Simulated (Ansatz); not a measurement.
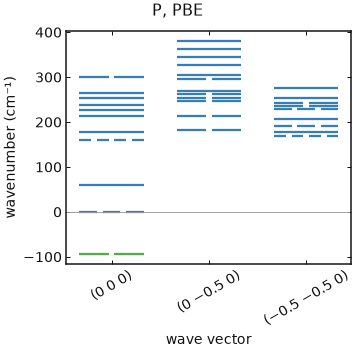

Plotted: phonon frequencies at several wave vectors (in fractions of the reciprocal vectors of the given cell) for P, space group Cmmm (No. 65). Imaginary frequencies are drawn as negative.

The given structure:
```xyz
6
Lattice="2.4398 -2.4554 0.0000 2.4398 2.4554 0.0000 0.0000 0.0000 7.3968" Properties=species:S:1:pos:R:3 pbc="T T T"
P     2.4398   -1.1578    0.0000
P     2.4398    1.1578    0.0000
P     2.4398    1.2704    4.9318
P     2.4398   -1.2704    2.4650
P     2.4398   -1.2704    4.9318
P     2.4398    1.2704    2.4650
```

Method: harmonic phonon frequencies at the irreducible points of a q mesh with atoms at rest in the given cell, q in fractions of the reciprocal cell vectors, no long-range term at q = 0, imaginary frequencies are negative, the first points where there are many; plane waves with PAW datasets (Ansatz 0.2.0). Level: PBE, no spin polarisation.

- wave cutoff: 420 eV
- k mesh: 10×10×6
- occupations: Fermi–Dirac
- smearing width: 0.15 eV
- pressure: 0 GPa
- phonon method: linear response
- q mesh: 2×2×1

Is the structure dynamically stable by these modes?

Two modes are imaginary at (0 0 0), the softest at 92.9i cm⁻¹, so the structure is dynamically unstable.

Where does the highest mode lie?

The highest mode among the wave vectors computed lies at 379.8 cm⁻¹, at (0 −0.5 0).

Note: levels loosely converged; metal sensitive to the k mesh; vibrations at or below zero.
